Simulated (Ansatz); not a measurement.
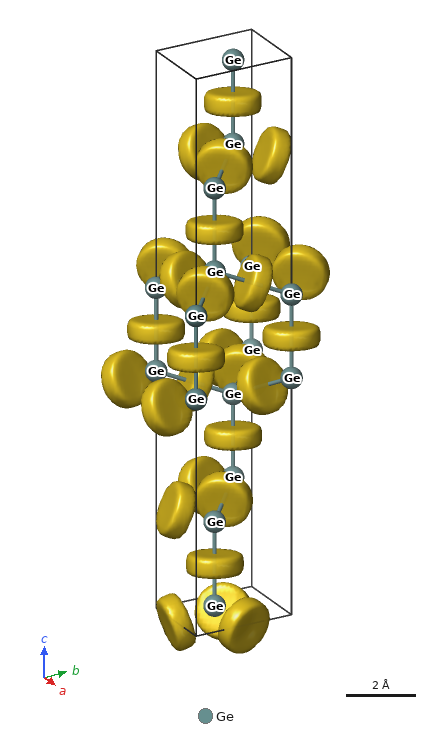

Figure. Ge. Isosurface of the electron localisation function at 0.55 (yellow), seen slightly off an axis. Only the valence region is drawn (cores and ρ < 0.01 e/Å³ removed). Sticks mark near contacts.

Space group P-3m1; a generated structure, not necessarily the stable one.

Level of theory: DFT PBE, scalar-relativistic, plane waves, PAW in Ansatz.

Question: What do the ELF domains correspond to?

Answer: The surface consists of 20 regions between bonded Ge–Ge atoms, counted in one cell of 10 atoms. Any copies at cell faces, edges or corners count once. Profiles from the grid: Ge–Ge (2.49 Å): the ELF peaks at about 0.80 between the atoms.
